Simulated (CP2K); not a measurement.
**Energy of TiO$_{2}$ along an even scaling of the cell**

System: TiO$_{2}$ (R-3m, 3 atoms in the cell).
Method: Kohn-Sham DFT of a periodic cell, PBE, GTH-PBE with UZH-TZVP basis, no spin polarisation (CP2K 2026.2).

The 6 runs differ only in the geometry, by an even scaling of the cell at fixed fractional positions. The structure derives from a Materials Project entry.

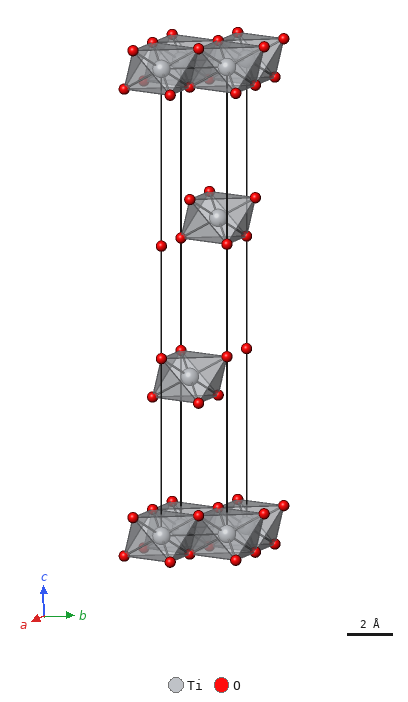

Figure 1. The structure of run 4 (polyhedral view of the cell 3 times as large as that of the calculation, set on its symmetry axes, seen slightly off an axis; polyhedra are completed across the faces of the cell).

## Input of run 4
```
&GLOBAL
  PROJECT tio2_eos
  RUN_TYPE ENERGY_FORCE
  PRINT_LEVEL LOW
&END GLOBAL
&FORCE_EVAL
  METHOD QS
  STRESS_TENSOR ANALYTICAL
  &DFT
    BASIS_SET_FILE_NAME BASIS_MOLOPT_UZH
    POTENTIAL_FILE_NAME POTENTIAL_UZH
    WFN_RESTART_FILE_NAME previous-RESTART.kp
    &MGRID
      CUTOFF 600
      REL_CUTOFF 60
      NGRIDS 4
    &END MGRID
    &QS
      METHOD GPW
      EPS_DEFAULT 1.0E-10
    &END QS
    &KPOINTS
      SCHEME MONKHORST-PACK 10 10 10
      GAMMA_CENTERED T
      SYMMETRY T
      SYMMETRY_BACKEND SPGLIB
    &END KPOINTS
    &SCF
      SCF_GUESS RESTART
      EPS_SCF 1.0E-6
      MAX_SCF 100
      ADDED_MOS 15
      CHOLESKY OFF
      EPS_EIGVAL 1.0E-7
      &DIAGONALIZATION ON
        ALGORITHM STANDARD
      &END DIAGONALIZATION
      &MIXING ON
        METHOD BROYDEN_MIXING
        ALPHA 0.4
        BETA 1.5
        NBUFFER 8
      &END MIXING
      &SMEAR ON
        METHOD FERMI_DIRAC
        ELECTRONIC_TEMPERATURE [K] 580.226
      &END SMEAR
    &END SCF
    &XC
      &XC_FUNCTIONAL PBE
      &END XC_FUNCTIONAL
    &END XC
    &PRINT
      &KPOINTS ON
      &END KPOINTS
      &MULLIKEN ON
      &END MULLIKEN
      &MO ON
        ENERGIES T
        OCCUPATION_NUMBERS T
        &EACH
          QS_SCF 0
        &END EACH
        ADD_LAST NUMERIC
      &END MO
    &END PRINT
  &END DFT
  &SUBSYS
    &CELL
      A 7.2400806689 0.0000000000 0.0000000000
      B 6.6125198986 2.9484485214 0.0000000000
      C 6.6125198986 1.4074378615 2.5908429805
      PERIODIC XYZ
    &END CELL
    &COORD
      Ti  0.0000000000 0.0000000000 0.0000000000
      O   7.7671885659 1.6532026266 0.9833104089
      O   12.6979319002 2.7026837563 1.6075325716
    &END COORD
    &KIND Ti
      BASIS_SET TZVP-MOLOPT-PBE-GTH-q12
      POTENTIAL GTH-PBE-q12
    &END KIND
    &KIND O
      BASIS_SET TZVP-MOLOPT-PBE-GTH-q6
      POTENTIAL GTH-PBE-q6
    &END KIND
    &PRINT
      &ATOMIC_COORDINATES ON
      &END ATOMIC_COORDINATES
      &CELL ON
      &END CELL
    &END PRINT
  &END SUBSYS
  &PRINT
    &FORCES ON
    &END FORCES
    &STRESS_TENSOR ON
    &END STRESS_TENSOR
  &END PRINT
&END FORCE_EVAL
```

Command:
```bash
OMP_NUM_THREADS=1 cp2k.psmp -i tio2_eos.inp -o tio2_eos.out
```

Run 3 differs from it as follows:
```diff
-      A 7.2400806689 0.0000000000 0.0000000000
-      B 6.6125198986 2.9484485214 0.0000000000
-      C 6.6125198986 1.4074378615 2.5908429805
+      A 7.1441742681 0.0000000000 0.0000000000
+      B 6.5249265398 2.9093916244 0.0000000000
+      C 6.5249265398 1.3887941052 2.5565231384
-      O   7.7671885659 1.6532026266 0.9833104089
-      O   12.6979319002 2.7026837563 1.6075325716
+      O   7.6642997814 1.6313033245 0.9702848963
+      O   12.5297275663 2.6668824051 1.5862382421
```

## Results, with one run withheld

| run | volume per atom (Å³) | free energy per atom, from the lowest run given (meV) | pressure (GPa) | gap on the mesh (eV) |
| --- | --- | --- | --- | --- |
| 1 | 16.990 | 22.47 | 8.52 | 2.84 |
| 2 | 17.351 | 7.00 | 5.24 | 2.78 |
| 3 | 17.713 | ? | ? | ? |
| 4 | 18.436 | 0.00 | −2.75 | 2.58 |
| 5 | 18.797 | 8.66 | −4.89 | 2.52 |
| 6 | 19.159 | 22.57 | −6.84 | 2.46 |

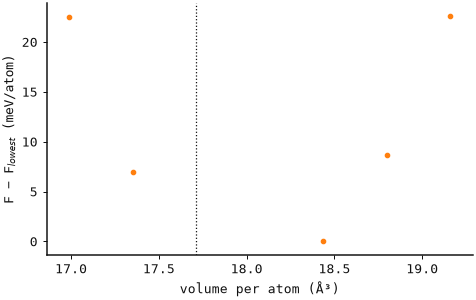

Figure 2. Free energy per atom of the runs given; the dotted line marks run 3.

What should run 3 give?

A cubic polynomial in V^(−2/3) (the Birch–Murnaghan form), fitted to the 5 runs given, misses them by at most 0.12 meV per atom. With x = V^(−2/3) − 0.14498 Å⁻², it reads F = −3.5666 − 743.16 x + 7.7583e+05 x² − 1.4668e+06 x³ (meV per atom). At run 3 it gives −1.50 meV per atom, and the run itself gives −1.44. The slope of the fit gives a pressure −dF/dV of 2.33 GPa there, and the run prints 2.29 GPa. The fit has its minimum at 18.025 Å³ per atom, where V d²F/dV² gives 129 GPa. Cell shape and fractional positions are held, so this is the stiffness under even scaling; the relaxed bulk modulus wasn't computed and can be far lower in a crystal of layers, chains or molecules like this one. The gap on the mesh goes, without turning, from 2.84 eV in run 1 to 2.46 eV in run 6; run 3 has 2.71 eV. These are gaps of this functional on this mesh, which can miss the band edges; they aren't the measured gap.

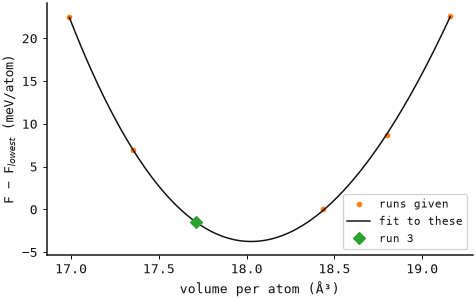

Figure 3. The fit and the withheld run.

## Some lines of the output (run 3)
```
[...]
 CELL| Volume [angstrom^3]:                                            53.137847
 CELL_REF| Volume [angstrom^3]:                                        53.137847
                        Smear method:                                FERMI_DIRAC
  Step     Update method      Time    Convergence         Total energy    Change
  Fermi energy:                                                 0.06051993953579
  Total energy:                                               -90.31166752794572
  Total energy (extrapolated to T->0):                        -90.31166752794569
 MO| E(Fermi):            0.060520 a.u.          1.646831 eV
 MO| Band gap:            0.133244 a.u.          3.625758 eV
```
